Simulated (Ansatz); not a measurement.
## Geometry relaxation of Rh (part 1 of 2)

The run: geometry relaxation of Rh (I4/mmm, 2 atoms in the cell). Method and program: DFT PBEsol, scalar-relativistic, plane waves, PAW, no spin polarisation (Ansatz 0.2.0).

The structure derives from a Materials Project entry. It belongs to a series of runs on one base structure; here: biaxial strain in the a-b plane, c and atoms relaxed: -2.0 %.

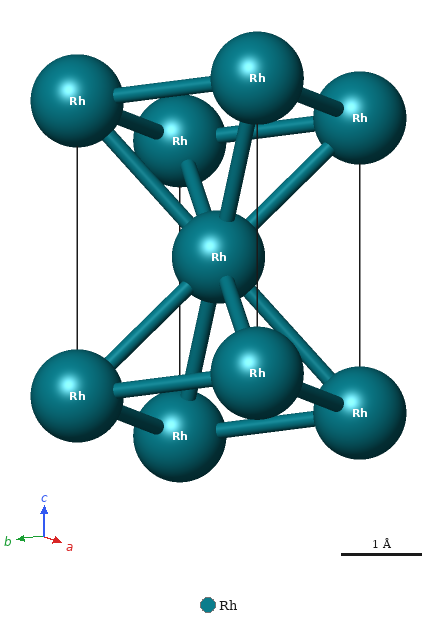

The input geometry (ball-and-stick view of the cell of the calculation, seen at an oblique angle). Near neighbours in the crystal (not all of them lie inside the picture): Rh has 12 Rh at 2.62 to 2.66 Å.

**Key numbers**

| quantity | value |
| --- | --- |
| outcome | converged |
| space group (tolerance 0.01 Å) | I4/mmm (139) |
| electrons treated | 34 |
| free energy | −12677.4634 eV |
| Fermi energy | 23.425 eV |
| gap on the k-point mesh | none (metallic) |
| pressure | 7.22 GPa |
| final volume | 26.41 Å³ |
| largest force (length of the vector) at the end | under 0.001 eV/Å |
| final cell | a = 2.619 Å, b = 2.619 Å, c = 3.849 Å, α = 90.00°, β = 90.00°, γ = 90.00° |
| hardware | 1 thread of AMD EPYC (Zen 3), 32 GiB of memory available, shared host |
| wall time | 71 s |
| peak memory | 0.57 GiB |

**The input**
```yaml
crystal:
  lattice:
    - [1.8522012622, 1.8522012622, 0.0]
    - [-1.8522012622, 1.8522012622, 0.0]
    - [0.0, 0.0, 3.8253626068]
  atoms:
    - { symbol: Rh, position: [0.0, 0.0, 0.0] }
    - { symbol: Rh, position: [0.5, 0.5, 0.5] }
basis:
  ecutwfc: 420
kpoints:
  mp_grid: { grid: [20, 20, 14] }
hamiltonian:
  xc: pbesol
scf:
  occupations: { method: gaussian, width: 0.1 }
output:
  forces: true
  stress: true
  eigenvalues: true
relax:
  adjacent_minimum: "off"
  f_tol: 0.008
  max_steps: 40
  cell: { stress_tol: 0.015, fix: [a, b, gamma] }
```

Launched with:
```bash
ansatz run input.yaml --threads 1 --pin off --max-ram 2560MiB --backend cpu --events-out ev --progress --plain --runs-dir out
```

**Log**
```
Engine: ansatz 0.2.0, x86_64-unknown-linux-gnu
Pseudopotentials: kind: paw
Pseudopotential: Rh, paw, valence charge 17, recommended cutoff 420 eV (normal), Rh.paw.azcp
Functional definition: PBEsol
  exchange = pbesol_x
  correlation = pbesol_c
Crystal: 2 atoms, lattice volume = 26.247 Å³
Basis set: ecut = 420 eV, 521 PW (Γ), exchange–correlation on 36×36×54 points (8 copies of the dense FFT grid, shifted against one another)
Bands: 21, of which v1, the nominal top of the filled ones, is band 17 counted from 1 (16 counted from 0)
Symmetry: 32 space group operations
Space group: I4/mmm (ITA 139), of the structure as read, at distance tolerance 3.0e-5 Å
k-points: 528 of 5600
Non-local potential: Rh, projectors of the file, l = 0: 3, l = 1: 2, l = 2: 2, l = 3: 1
PAW form: soft (Blöchl's): semilocal exchange-correlation on the pseudo side does not see the compensation charge
PAW frozen core: Rh, regenerated for the run's functional, and the local potential with it (the file was generated under x = pbe(κ = 0.804, μ = 0.2195149727645171), c = pbe(β = 0.06672455060314922))
PAW one-centre angular grid: Rh, 590 points (default); XC on 64 Gauss nodes
Initial density: superposition of atomic densities (neutral atoms: chi_scale 0, normalization atom), corrected by the library's trained network
Initial wavefunctions: pseudopotential atomic-orbital guess
Functional: x = pbesol(κ = 0.804, μ = 0.12345679012345678), c = pbesol(β = 0.046)
SCF iter   1: F=—  HF=-12677.466249 eV  |F-HF|=—  |Δ(HF+E_count)|=         —  Δρ=9.58e-3  dr2=1.89e-2  ethr=1.77e-3  ⟨swp⟩=4.8  Hψ=43298  notcnv=0
preconditioner: auto → none  [metal: Δε(μ)=0.003 eV  Ē_g=7.970 eV  σ=0.100 eV  W_gap=0.01  n_scr=6 (ndim 8)  ℏωp=30.8 eV  f_vac=0.000  D(μ)=2.28/eV (n_scr^D=28)  sad-step TF]
SCF iter   2: F=—  HF=-12677.463452 eV  |F-HF|=—  |Δ(HF+E_count)|=   2.80e-3  Δρ=4.81e-3  dr2=4.74e-3  ethr=5.56e-5  ⟨swp⟩=2.2  Hψ=19455  notcnv=0
SCF iter   3: F=—  HF=-12677.461849 eV  |F-HF|=—  |Δ(HF+E_count)|=   1.60e-3  Δρ=4.13e-4  dr2=1.75e-5  ethr=1.39e-5  ⟨swp⟩=2.0  Hψ=15806  notcnv=0
SCF iter   4: F=—  HF=-12677.461843 eV  |F-HF|=—  |Δ(HF+E_count)|=   6.08e-6  Δρ=8.98e-5  dr2=4.61e-7  ethr=5.15e-8  ⟨swp⟩=2.3  Hψ=18978  notcnv=0
iter 5 did not close the SCF: its close was put off for the readings that it lacked (scf_convergence_deferred on its scf_iter line)
SCF iter   5: F=-12677.461843 eV  HF=-12677.461843 eV  |F-HF|=2.49e-8  |Δ(HF+E_count)|=   3.77e-8  Δρ=1.66e-5  dr2=3.74e-8  ethr=1.36e-9  ⟨swp⟩=2.7  Hψ=20595  notcnv=0
SCF iter   6: F=-12677.461843 eV  HF=-12677.461843 eV  |F-HF|=2.80e-10  |Δ(HF+E_count)|=   9.51e-9  Δρ=2.29e-6  dr2=4.78e-10  ethr=1.10e-10  ⟨swp⟩=2.6  Hψ=37265  notcnv=0
SCF 1 converged in 6 iterations: F = -12677.461843 eV  dr2 = 4.78e-10
  greatest PAW one-centre occupation: 1.000 electrons in one spin orbital (limit 2), on the Rh atom at site 1 (counted from 0), in its partial waves of l = 0
relax step   1: F+E_penalty+E_count = -12677.46184287 eV  Δ(F+E_penalty+E_count) = +0.000e0 eV  max|allowed force component| = 9.220e-30 eV/Å  Δτ_max = 0.0000 Å  P = +9.224 GPa  Ω = 26.247 Å³  fix = [a, b, gamma]  reactions: a +12.276, b +12.276 GPa  (6 SCF iters, dr2 threshold 1.00e-7 eV, accepted)
Crystal: 2 atoms, lattice volume = 26.501 Å³
Initial density: handed on by an earlier stage of this run
Initial wavefunctions: those handed on with the density
iter 1 solved again at ethr=7.29e-7 eV; its pass at ethr=3.10e-3 eV (dr2=2.48e-4 eV) is discarded
SCF iter   1: F=—  HF=-12677.462850 eV  |F-HF|=—  |Δ(HF+E_count)|=         —  Δρ=1.27e-3  dr2=2.77e-4  ethr=7.29e-7  ⟨swp⟩=2.1  Hψ=64690  notcnv=0
preconditioner: auto → none  [metal: Δε(μ)=0.001 eV  Ē_g=7.877 eV  σ=0.100 eV  W_gap=0.01  n_scr=6 (ndim 8)  ℏωp=30.6 eV  f_vac=0.000  D(μ)=2.31/eV (n_scr^D=28)]
SCF iter   2: F=—  HF=-12677.462788 eV  |F-HF|=—  |Δ(HF+E_count)|=   6.18e-5  Δρ=4.81e-4  dr2=1.57e-5  ethr=7.29e-7  ⟨swp⟩=2.0  Hψ=15643  notcnv=0
SCF iter   3: F=—  HF=-12677.462775 eV  |F-HF|=—  |Δ(HF+E_count)|=   1.37e-5  Δρ=1.76e-4  dr2=2.12e-6  ethr=4.62e-8  ⟨swp⟩=1.0  Hψ=11089  notcnv=0
iter 4 did not close the SCF: its close was put off for the readings that it lacked (scf_convergence_deferred on its scf_iter line)
SCF iter   4: F=-12677.462775 eV  HF=-12677.462775 eV  |F-HF|=9.14e-9  |Δ(HF+E_count)|=   4.87e-7  Δρ=1.13e-5  dr2=1.58e-8  ethr=6.23e-9  ⟨swp⟩=2.0  Hψ=15463  notcnv=0
iter 5 did not close the SCF: its close was put off for the readings that it lacked (scf_convergence_deferred on its scf_iter line)
SCF iter   5: F=-12677.462775 eV  HF=-12677.462775 eV  |F-HF|=9.46e-11  |Δ(HF+E_count)|=  8.29e-10  Δρ=4.13e-6  dr2=7.33e-10  ethr=4.64e-11  ⟨swp⟩=2.0  Hψ=19973  notcnv=0
SCF iter   6: F=-12677.462775 eV  HF=-12677.462775 eV  |F-HF|=3.64e-12  |Δ(HF+E_count)|=  1.35e-10  Δρ=2.60e-7  dr2=3.73e-12  ethr=2.16e-12  ⟨swp⟩=1.0  Hψ=27187  notcnv=0
SCF 2 converged in 6 iterations: F = -12677.462775 eV  dr2 = 3.73e-12
relax step   2: F+E_penalty+E_count = -12677.46277503 eV  Δ(F+E_penalty+E_count) = -9.322e-4 eV  max|allowed force component| = 1.578e-30 eV/Å  Δτ_max = 0.0000 Å  P = +6.139 GPa  Ω = 26.501 Å³  energy of the carried Pulay correction = -1.629e-4 eV  fix = [a, b, gamma]  reactions: a +10.053, b +10.053 GPa  (6 SCF iters, dr2 threshold 2.00e-7 eV, accepted)
Crystal: 2 atoms, lattice volume = 26.412 Å³
iter 1 solved again at ethr=2.04e-7 eV; its pass at ethr=3.10e-3 eV (dr2=6.92e-5 eV) is discarded
SCF iter   1: F=—  HF=-12677.463337 eV  |F-HF|=—  |Δ(HF+E_count)|=         —  Δρ=4.47e-4  dr2=3.48e-5  ethr=2.04e-7  ⟨swp⟩=2.7  Hψ=56606  notcnv=0
preconditioner: auto → none  [metal: Δε(μ)=0.002 eV  Ē_g=7.909 eV  σ=0.100 eV  W_gap=0.01  n_scr=6 (ndim 8)  ℏωp=30.7 eV  f_vac=0.000  D(μ)=2.30/eV (n_scr^D=28)]
SCF iter   2: F=—  HF=-12677.463315 eV  |F-HF|=—  |Δ(HF+E_count)|=   2.21e-5  Δρ=1.70e-4  dr2=1.96e-6  ethr=1.02e-7  ⟨swp⟩=2.0  Hψ=15768  notcnv=0
SCF iter   3: F=—  HF=-12677.463315 eV  |F-HF|=—  |Δ(HF+E_count)|=   1.30e-7  Δρ=6.17e-5  dr2=2.68e-7  ethr=5.76e-9  ⟨swp⟩=1.4  Hψ=12598  notcnv=0
iter 4 did not close the SCF: its close was put off for the readings that it lacked (scf_convergence_deferred on its scf_iter line)
SCF iter   4: F=-12677.463315 eV  HF=-12677.463315 eV  |F-HF|=1.08e-9  |Δ(HF+E_count)|=   5.45e-8  Δρ=4.29e-6  dr2=2.19e-9  ethr=7.89e-10  ⟨swp⟩=2.2  Hψ=16654  notcnv=0
iter 5 did not close the SCF: its close was put off for the readings that it lacked (scf_convergence_deferred on its scf_iter line)
SCF iter   5: F=-12677.463315 eV  HF=-12677.463315 eV  |F-HF|=1.82e-11  |Δ(HF+E_count)|=  7.28e-12  Δρ=1.35e-6  dr2=7.64e-11  ethr=6.44e-12  ⟨swp⟩=2.1  Hψ=19276  notcnv=0
SCF iter   6: F=-12677.463315 eV  HF=-12677.463315 eV  |F-HF|=3.64e-12  |Δ(HF+E_count)|=  2.18e-11  Δρ=6.50e-8  dr2=2.52e-13  ethr=1.00e-12  ⟨swp⟩=1.0  Hψ=24289  notcnv=0
SCF 3 converged in 6 iterations: F = -12677.463315 eV  dr2 = 2.52e-13
relax step   3: F+E_penalty+E_count = -12677.46331471 eV  Δ(F+E_penalty+E_count) = -5.397e-4 eV  max|allowed force component| = 7.248e-30 eV/Å  Δτ_max = 0.0000 Å  P = +7.198 GPa  Ω = 26.412 Å³  energy of the carried Pulay correction = -1.059e-4 eV  fix = [a, b, gamma]  reactions: a +10.815, b +10.815 GPa  (6 SCF iters, dr2 threshold 2.00e-7 eV, accepted)
Crystal: 2 atoms, lattice volume = 26.410 Å³
iter 1 solved again at ethr=9.31e-11 eV; its pass at ethr=3.10e-3 eV (dr2=3.17e-8 eV) is discarded
SCF iter   1: F=—  HF=-12677.463330 eV  |F-HF|=—  |Δ(HF+E_count)|=         —  Δρ=9.86e-6  dr2=1.75e-8  ethr=9.31e-11  ⟨swp⟩=2.8  Hψ=56537  notcnv=0
preconditioner: auto → none  [metal: Δε(μ)=0.002 eV  Ē_g=7.910 eV  σ=0.100 eV  W_gap=0.01  n_scr=6 (ndim 8)  ℏωp=30.7 eV  f_vac=0.000  D(μ)=2.30/eV (n_scr^D=28)]
iter 2 did not close the SCF: its close was put off for the readings that it lacked (scf_convergence_deferred on its scf_iter line)
SCF iter   2: F=-12677.463316 eV  HF=-12677.463316 eV  |F-HF|=8.19e-11  |Δ(HF+E_count)|=   1.39e-5  Δρ=3.78e-6  dr2=8.77e-10  ethr=5.15e-11  ⟨swp⟩=2.3  Hψ=17927  notcnv=0
iter 3 did not close the SCF: its close was put off for the readings that it lacked (scf_convergence_deferred on its scf_iter line)
SCF iter   3: F=-12677.463316 eV  HF=-12677.463316 eV  |F-HF|=2.91e-11  |Δ(HF+E_count)|=  1.16e-10  Δρ=1.49e-6  dr2=1.39e-10  ethr=2.58e-12  ⟨swp⟩=1.0  Hψ=11139  notcnv=0
iter 4 did not close the SCF: its close was put off for the readings that it lacked (scf_convergence_deferred on its scf_iter line)
SCF iter   4: F=-12677.463316 eV  HF=-12677.463316 eV  |F-HF|=3.64e-12  |Δ(HF+E_count)|=  3.64e-11  Δρ=8.81e-8  dr2=7.54e-13  ethr=1.00e-12  ⟨swp⟩=1.0  Hψ=11088  notcnv=0
iter 5 did not close the SCF: its close was put off for the readings that it lacked (scf_convergence_deferred on its scf_iter line)
SCF iter   5: F=-12677.463316 eV  HF=-12677.463316 eV  |F-HF|=0.00e0  |Δ(HF+E_count)|=    0.00e0  Δρ=2.94e-8  dr2=3.73e-14  ethr=1.00e-12  ⟨swp⟩=1.0  Hψ=11088  notcnv=0
SCF iter   6: F=-12677.463316 eV  HF=-12677.463316 eV  |F-HF|=3.64e-12  |Δ(HF+E_count)|=  3.64e-12  Δρ=3.30e-9  dr2=2.36e-15  ethr=1.00e-12  ⟨swp⟩=1.0  Hψ=24288  notcnv=0
SCF 4 converged in 6 iterations: F = -12677.463316 eV  dr2 = 2.36e-15
relax step   4: F+E_penalty+E_count = -12677.46331618 eV  Δ(F+E_penalty+E_count) = -1.468e-6 eV  max|allowed force component| = 9.171e-30 eV/Å  Δτ_max = 0.0000 Å  P = +7.222 GPa  Ω = 26.410 Å³  energy of the carried Pulay correction = -1.046e-4 eV  fix = [a, b, gamma]  reactions: a +10.832, b +10.832 GPa  (6 SCF iters, dr2 threshold 3.27e-9 eV, accepted)
Initial wavefunctions: pseudopotential atomic-orbital guess (no wavefunctions were taken with the density)
iter 1 solved again at ethr=2.28e-8 eV; its pass at ethr=3.10e-3 eV (dr2=7.75e-6 eV) is discarded
```
